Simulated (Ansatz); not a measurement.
# Spin-spiral energies of D0₃-type Mn₃Si at eight wavevectors in LDA

Mn₃Si has two kinds of manganese. One Mn per cell has eight Mn neighbours and carries the large moment; the other two have four Mn and four Si neighbours and carry weaker moments, antiparallel to the first at $q=0$. Such a compound can lower its energy by turning its moments from cell to cell, and the wavevector of lowest energy indicates the magnetic order to expect. The question is how the energy depends on that wavevector. Flat spirals are calculated in LDA at the measured cell, and each energy is given per magnetic atom relative to the collinear $q=0$ state, so a negative value favours the spiral.

## Method

Mn3Si (D03 type): the measured cell (COD); 4 atoms in the cell, 3 magnetic, atoms held. Ansatz 0.2.0, plane waves with default PAW data sets, LDA, spinors without spin-orbit coupling, cutoff 420 eV, 8x8x8 k-points, Fermi-Dirac smearing of 0.05 eV. Spirals by the generalised Bloch theorem with a cone angle of 90 degrees, moment directions locked; at q = 0 the final moments point +-- relative to the first. Each row is one self-consistent run along a path through the zone.

Notes on method and selection:

- Each run ends in the state reached from its start, which may not be the lowest.
- In a Heisenberg model E(q) - E(0) = sin^2(cone angle) [J(0) - J(q)] per atom for one magnetic atom a cell, with E = -sum over ordered pairs of J e_i·e_j.
- Rows lie along several directions, so |q| alone does not order them.
- The zone-boundary wavevector (0, 0, 0.5) is not in the table; an order there may lie lower than every row.
- Runs that did not converge, have known faults or may not be shown are not listed, and runs on Ansatz's PAW sets soft_1 and soft_2 are kept to separate tables.

Columns:

- |q| (1/Å): length of the wavevector.
- wavevector: wavevector of the spiral in fractions of the reciprocal vectors.
- spiral energy (meV): free energy less that at q = 0, per magnetic atom.
- local moment (μB): mean size of the moments on the magnetic atoms, inside atomic spheres.

Input lines of one member:

```
kpoints:
  mp_grid: { grid: [8, 8, 8] }
hamiltonian:
  xc: lda
scf:
  occupations: { method: fermi_dirac, width: 0.05 }
  max_iter: 120
  convergence: { dr2_threshold: 1.0e-08 }
basis:
  ecutwfc: 420.0
magnetization:
  noncollinear: true
  spin_spiral: { q: [0.25, 0.0, 0.25] }
  spin_locking: { lock_directions: true }
```

Command (options for logging and memory left out): `ansatz run input.yaml --threads 1`

## Numbers

| member | |q| (1/Å) | wavevector | spiral energy (meV) | local moment (μB) |
| --- | --- | --- | --- | --- |
| q = (0, 0, 0) | 0.000 | (0, 0, 0) | 0.00 | 1.267 |
| q = (0, 0, 0.25) | 0.475 | (0, 0, 0.25) | −3.91 | 1.186 |
| q = (0.25, 0, 0.25) | 0.549 | (0.25, 0, 0.25) | −3.07 | 1.184 |
| q = (0.25, 0.25, 0.5) | 0.776 | (0.25, 0.25, 0.5) | −2.88 | 1.069 |
| q = (0.5, 0.25, 0.5) | 0.910 | (0.5, 0.25, 0.5) | 1.04 | 0.949 |
| q = (0.5, 0, 0.5) | 1.098 | (0.5, 0, 0.5) | 6.51 | 0.695 |
| q = (0.5, 0.5, 0.75) | 1.197 | (0.5, 0.5, 0.75) | 3.12 | 0.773 |
| q = (0.5, 0.25, 0.75) | 1.228 | (0.5, 0.25, 0.75) | 3.67 | 0.700 |

spiral energy (meV) against |q| (1/Å) (numbers count the rows of the first table from the top):

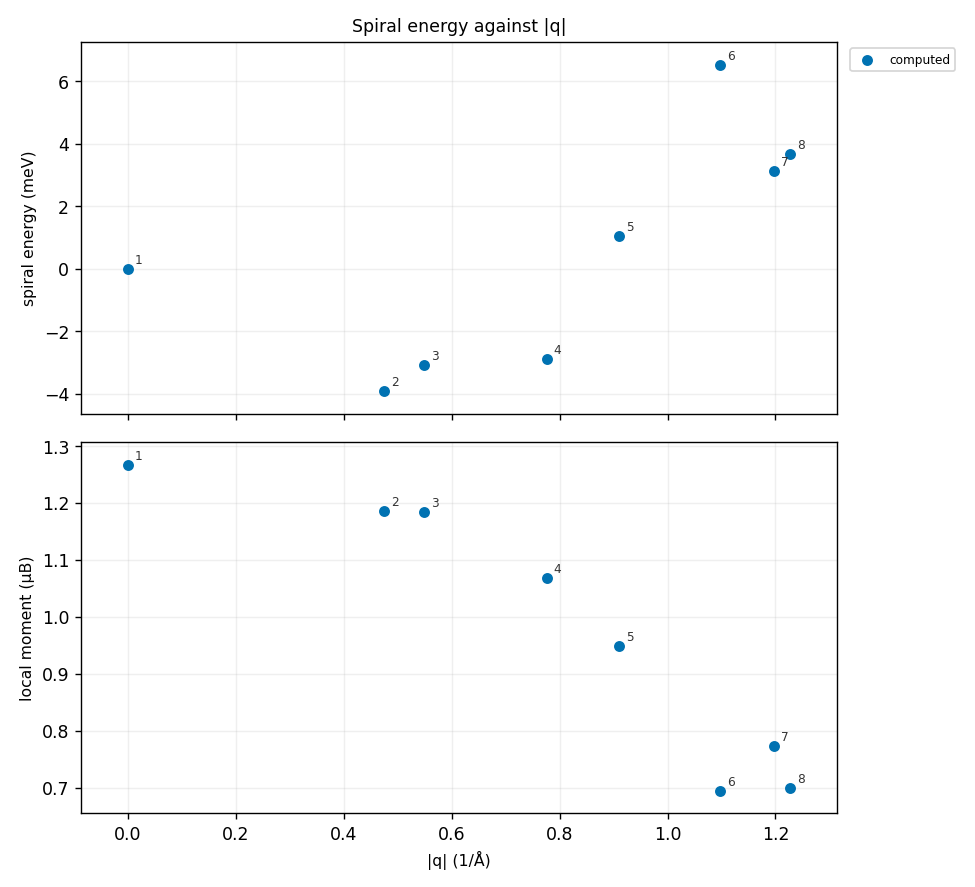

## Reading the trend

The lowest of the eight rows is (0, 0, 0.25), at −3.91 meV. The next two, (0.25, 0, 0.25) and (0.25, 0.25, 0.5), lie within about 1 meV of it. The four remaining spirals lie above $q=0$, with (0.5, 0, 0.5) highest at 6.51 meV.

A simple model treats this as a competition between two exchange couplings. It assumes moments of fixed size, each turned by the angle $\mathbf q\cdot\mathbf r$ at its own position $\mathbf r$, with the weak moments locked opposite to the strong one in the turning frame.

For a wavevector $(q_1,q_2,q_3)$ the cubic components, in units of $2\pi/a$ with $a$ the cube edge, are $h=-q_1+q_2+q_3$, $k=q_1-q_2+q_3$ and $l=q_1+q_2-q_3$. Averaging the cosine of the turning angle over the eight Mn neighbours of the strong atom gives

$$c=\cos\frac{\pi h}{2}\,\cos\frac{\pi k}{2}\,\cos\frac{\pi l}{2}.$$

With $E=-\sum J\,\mathbf e_i\cdot\mathbf e_j$ over ordered pairs, and $J_{sw}<0$ between strong and weak atoms, turning costs $K(1-c)$ per magnetic atom, where $K=-16J_{sw}/3$. At (0, 0, 0.25) each cosine is that of 0.25 × 90 = 22.5 degrees. By the half-angle rule its square follows from 0.7071, the cosine of 45 degrees, as (1 + 0.7071) / 2 = 0.8536. Refining a rough root of 0.92 gives the cosine itself, (0.92 + 0.8536 / 0.92) / 2 = 0.9239, so $1-c$ is 1 − 0.9239 × 0.9239 × 0.9239 = 0.211.

The second coupling joins equivalent atoms in neighbouring cells. Over the six pairs of opposite shortest lattice vectors,

$$f=6-\sum\cos 2\pi x,\qquad x=q_1,\;q_2,\;q_3,\;q_1-q_2,\;q_2-q_3,\;q_3-q_1.$$

If this coupling is also antiparallel on balance, the $q=0$ state frustrates it and turning gains energy:

$$E(\mathbf q)-E(0)=K(1-c)-Bf,\qquad B>0.$$

A spiral is favoured where $(1-c)/f$ is smaller than $B/K$. The ratio $(1-c)/f$ is 0.211/3 = 0.070 at (0, 0, 0.25) and 1/8 = 0.125 at (0.5, 0, 0.5), so in this model a short spiral can gain energy while a long one loses it.

## Testing the model

The two constants are fixed on (0.25, 0, 0.25) and (0.5, 0.5, 0.75), a short and a long spiral in which all three moments survive, though the weak ones are much reduced in the long one. The cosine of 0.75 × 90 = 67.5 degrees equals the sine of 22.5 degrees, which the double-angle rule gives as 0.7071 / (2 × 0.9239) = 0.3827. Their values of $1-c$ are 1 − 0.7071 = 0.293 and 1 − 0.3827 × 0.3827 × 0.9239 = 0.865, and their values of $f$ are 4 and 7:

0.293 $K$ − 4 $B$ = −3.07 meV

0.865 $K$ − 7 $B$ = 3.12 meV

Multiplying the first line by 7/4 turns its numbers into 0.293 × 7 / 4 = 0.513 and 3.07 × 7 / 4 = 5.37. Subtracting it from the second gives $K$ = (3.12 + 5.37) / (0.865 − 0.513) = 24.1 meV. Then $B$ = (0.293 × 24.1 + 3.07) / 4 = 2.53 meV.

For (0, 0, 0.25), $1-c$ = 0.211 and $f$ = 3:
24.1 × 0.211 − 2.53 × 3 = −2.50 meV, against −3.91 meV in the table.

For (0.25, 0.25, 0.5), $1-c$ = 0.500 and $f$ = 6:
24.1 × 0.500 − 2.53 × 6 = −3.13 meV, against −2.88 meV.

For (0.5, 0.25, 0.5), $1-c$ is 1 − 0.9239 × 0.9239 × 0.3827 = 0.673 and $f$ = 7:
24.1 × 0.673 − 2.53 × 7 = −1.49 meV, against 1.04 meV.

For (0.5, 0, 0.5), $1-c$ = 1 and $f$ = 8:
24.1 × 1 − 2.53 × 8 = 3.86 meV, against 6.51 meV.

The last sum also applies to (0.5, 0.25, 0.75), where the table has 3.67 meV. Over these five rows the mean absolute miss is 1.4 meV, while the mean absolute deviation of the rows from their own mean is roughly 3.4 meV. The model therefore describes the broad rise, but it reverses the order of the three lowest spirals: it places (0.25, 0.25, 0.5) lowest and (0, 0, 0.25) highest among them.

## Where the trend breaks

The largest miss is at (0.5, 0, 0.5), which the model puts too low by 6.51 − 3.86 = 2.65 meV. It gives (0.5, 0.25, 0.75) the same energy, whereas the table separates the two by 6.51 − 3.67 = 2.84 meV. The weak moments have collapsed in both rows, so their separation must come from the strong atoms alone, and the likely failure is the assumed short range of the coupling between them. An antiparallel coupling along the cube edges would lower only the second row, which is the required sign.

At (0.5, 0.25, 0.5) the model is 2.53 meV too low and has the wrong sign. This wavevector and (0.5, 0.5, 0.75) are equivalent by symmetry and a reciprocal vector; they differ in the locked angle between sublattices. Their separation of 3.12 − 1.04 = 2.08 meV would need only $K$ = 2.08 / (0.865 − 0.673) = 10.8 meV. Fixed moment size is the likely failure: the exchange field of the strong atoms along the weak moments scales with $c$, and the mean moment falls as $c$ falls, down to about 0.70 μB where $c=0$.

## Closing remarks

Among the calculated wavevectors, (0, 0, 0.25) lies lowest, and competing antiparallel couplings can account for the gain at short wavevectors and the loss at long ones. The minimum over the whole zone remains open, because the boundary point (0, 0, 0.5) on the same cube diagonal is absent. Neutron diffraction finds incommensurate order along this diagonal, nearer to that boundary.

Two omitted effects can exceed the table's spread of 6.51 + 3.91 = 10.42 meV. Thermal energy at room temperature is roughly 25 meV and acts against any magnetic order, the $q=0$ state included. A gradient-corrected functional usually enlarges Mn moments and stabilises magnetic states against the non-magnetic one, by roughly tens of meV per atom; how much of that shift would differ between spirals is not shown in the table.

[Logs are printed without paths, hosts, clocks, repeated set-up lines and the standing remarks that a program may print on its own settings, such as how far it seeks lower states.]
